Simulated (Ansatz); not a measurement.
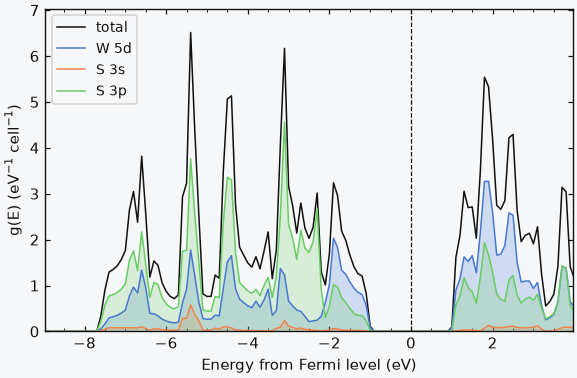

Density of states. Energies are counted from the Fermi level. The partial curves are projected on Löwdin-orthogonalised atomic shells.

Structure: WS₂, space group P-6m2 (No. 187), 3 atoms in the cell.

Level of theory: DFT PBEsol, scalar-relativistic, plane waves, PAW, no spin polarisation, 12×12×2 k mesh, 420 eV cutoff; code Ansatz.

Metal or insulator, going by the density of states?

Answer. There is a gap; over the k points computed it is 1.94 eV.

Which states form the band edges?

Answer. By projected weight, the top eV of the valence band is W 5d (65 %) and S 3p (30 %); the bottom eV of the conduction band is W 5d (60 %) and S 3p (35 %). Both edges come from the same d shell, so this is a d–d gap.

How wide is the upper valence band?

Answer. The upper group of valence states starts about 6.6 eV under the valence-band top (which lies at −1.0 eV on this axis), with a gap beneath it; it holds about 14 electrons a cell.

Spin-orbit coupling is left out, which matters for W.
